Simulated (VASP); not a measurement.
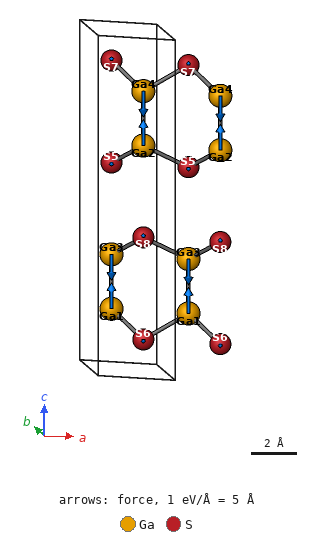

Starting geometry of crystalline GaS (set up in P6_3/mmc) with the computed forces as blue arrows. A ball-and-stick model of the cell of the calculation, repeated 2 × 1 × 1 with one cell outlined, seen slightly off an axis.

The run lets cell and atoms move.

All numbers below come from VASP 6.6.1, Kohn-Sham DFT of a periodic cell, PBE, VASP PAW PBE potentials, recommended.

The input:
```
PREC = Accurate
ENCUT = 600
EDIFF = 1E-6
ISMEAR = 0
SIGMA = 0.03
LREAL = F
LASPH = T
NELM = 80
ALGO = Normal
ISIF = 3
LWAVE = F
LCHARG = F
GGA = PE
IBRION = 2
NSW = 90
EDIFFG = -0.01
KPAR = 2
```

Launched with:
```bash
cat potpaw_PBE.64/Ga_d/POTCAR potpaw_PBE.64/S/POTCAR > POTCAR
mpirun -np 2 vasp_std > vasp.out
```

Question: What follows when this structure is relaxed?

Answer: It isn't relaxed: the largest force vector, on Ga atoms, is 0.24 eV/Å. The final displacements follow the starting forces only in part (cosine between the two patterns 0.33). After 26 geometry steps the energy has fallen by 15.6 meV per atom. The largest force component goes from 0.24 to 0.0078 eV/Å. The pressure goes from 2.11 to 0.04 GPa. The largest moves relative to the cell, 0.25 Å, are those of S5, S6, S7 and S8. S7 goes along −c. Largest moves by element: S 0.25 Å, Ga 0.14 Å. Cell: a = b 3.585 → 3.628 Å (+1.2 %), c 15.500 → 17.164 Å (+10.7 %). Volume +13.4 %. Near-neighbour distances that change, for instance: Ga1–S6 2.337 → 2.359 Å, Ga1–Ga3 2.480 → 2.471 Å. The space group stays P6_3/mmc (No. 194). The volume changes by over a tenth within one run on a fixed set of plane waves, so the end point should be relaxed again from the new cell.

Limits of the set-up: layers or molecules are held without a dispersion correction, so their spacing is unreliable.
